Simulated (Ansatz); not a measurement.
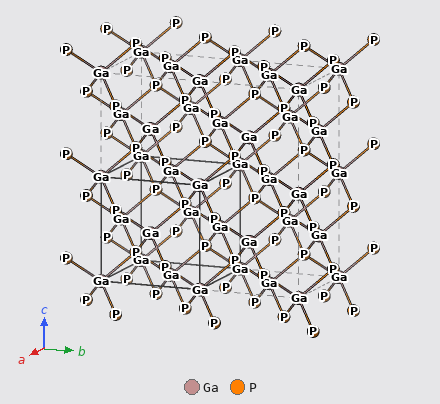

GaP (space group F-43m, No. 216): the input geometry of an electronic-structure calculation (not necessarily at equilibrium).

Bonds are taken as Ga–P below 2.7 Å; no other contact counts. The graph is simplified in the usual way: terminal and isolated atoms are pruned, two-connected atoms become edges.

### What kind of net remains, and which atoms are its nodes?

A uninodal 4-connected, three-periodic net: Ga and P are 4-connected nodes.

### Name the underlying net.

It is the dia net, known from diamond, zinc blende and cristobalite.

### Is the net interpenetrated?

It is a single net, without interpenetration.

### How many nodes does the smallest cycle have?

Six.

### Give the first eight terms of the coordination sequence (nodes one, two, three … edges away).

Ga and P: 4, 12, 24, 42, 64, 92, 124, 162.

The simplified net, drawn on the atoms' positions. Nodes are coloured by element. Short stubs are edges that leave the cut-out.

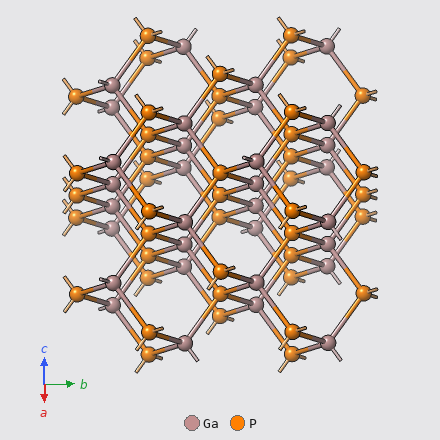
